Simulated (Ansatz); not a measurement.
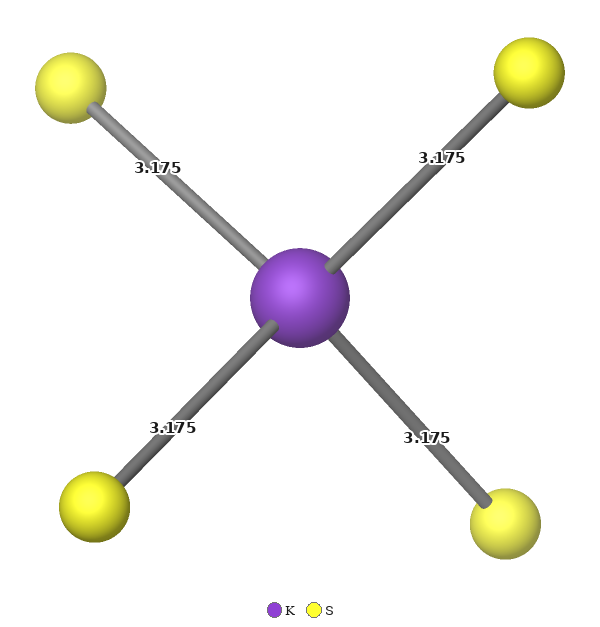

The surroundings of site K1 (at 0.250, 0.250, 0.750) in K₂S (Fm-3m, No. 225), with bond lengths in Å.

The cell is taken from coordinates from a relaxation with Ansatz 0.2.0, DFT, PBEsol, plane waves, PAW.

```xyz
12
Lattice="7.3312 0.0000 0.0000 0.0000 7.3312 0.0000 0.0000 0.0000 7.3312" Properties=species:S:1:pos:R:3 pbc="T T T"
K     1.8328    1.8328    5.4984
K     1.8328    5.4984    5.4984
S     0.0000    0.0000    0.0000
K     1.8328    5.4984    1.8328
K     1.8328    1.8328    1.8328
S     0.0000    3.6656    3.6656
K     5.4984    1.8328    1.8328
K     5.4984    5.4984    1.8328
S     3.6656    0.0000    3.6656
K     5.4984    5.4984    5.4984
K     5.4984    1.8328    5.4984
S     3.6656    3.6656    0.0000
```

Bond valence s = exp((R0 − d)/b), R0 fitted to published crystal structures with b = 0.37 Å; R0 in Å: K+–S 2.580.

Calculate the bond-valence sum of K1 from the bonds drawn.

Answer. 4 × 0.200 = 0.80 v.u., against a formal valence of 1: underbonded (bonds long for this ion) by 0.20.

And over the whole structure?

Answer.
```csv
site,"x, y, z",formal valence,bond-valence sum,difference
K1,"0.250, 0.250, 0.750",+1,0.80,-0.20
S1,"0.000, 0.000, 0.000",−2,1.60,-0.40
```

These sums include all anions within 5 Å. The global instability index (root mean square of the differences over all atoms) is 0.28 v.u.: above 0.2, which by the usual rule of thumb marks a strained structure.
